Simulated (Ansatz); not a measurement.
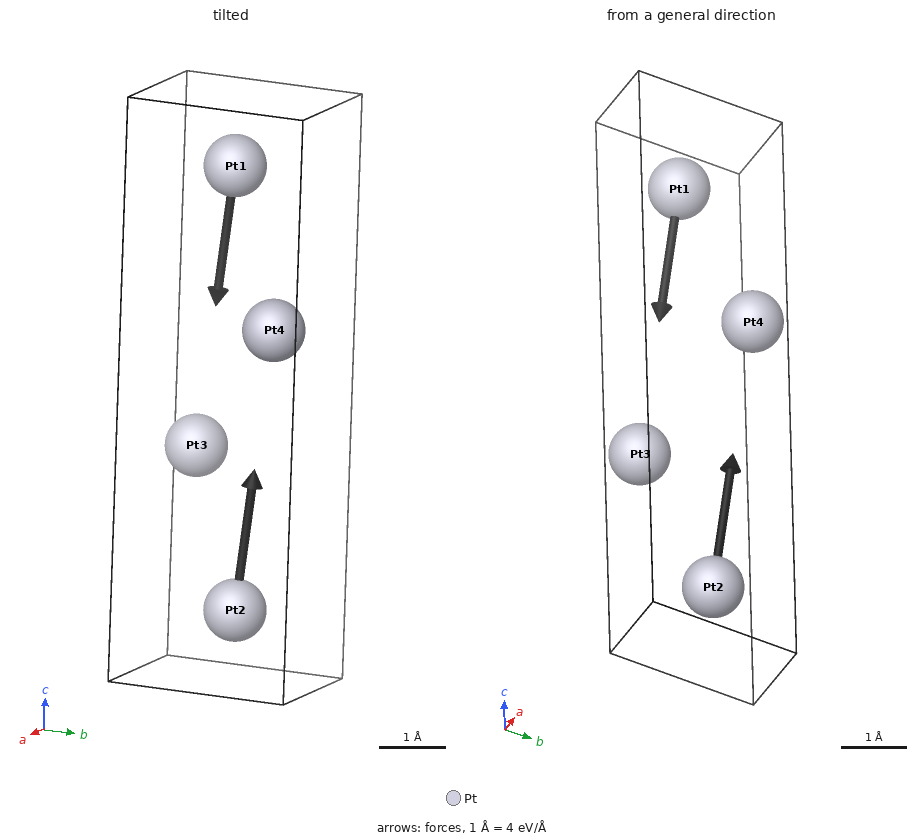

The figure gives a spheres-only picture of the atoms, viewed slightly off an axis and from a general direction. Lines trace the edges of the cell (the run's own, in a reduced setting). The arrows are the computed forces on the atoms.

System: Pt. Setup: Ansatz, DFT PBEsol, scalar-relativistic, plane waves, PAW; plane waves up to 420 eV, k-points about 0.11 Å⁻¹ apart, Gaussian smearing of 0.15 eV, no spin polarisation.

Do the forces show a relaxed structure?

No. The atoms still feel forces of up to about 7.1 eV/Å, far above a usual threshold of 0.01 to 0.03 eV/Å.

Which atom has the biggest force on it?

Pt1 and Pt2, about 7.1 eV/Å.

It goes back to a structure listed in the Materials Project. The cell was then strained or its atoms displaced on purpose. A calculation with Ansatz used it as input.
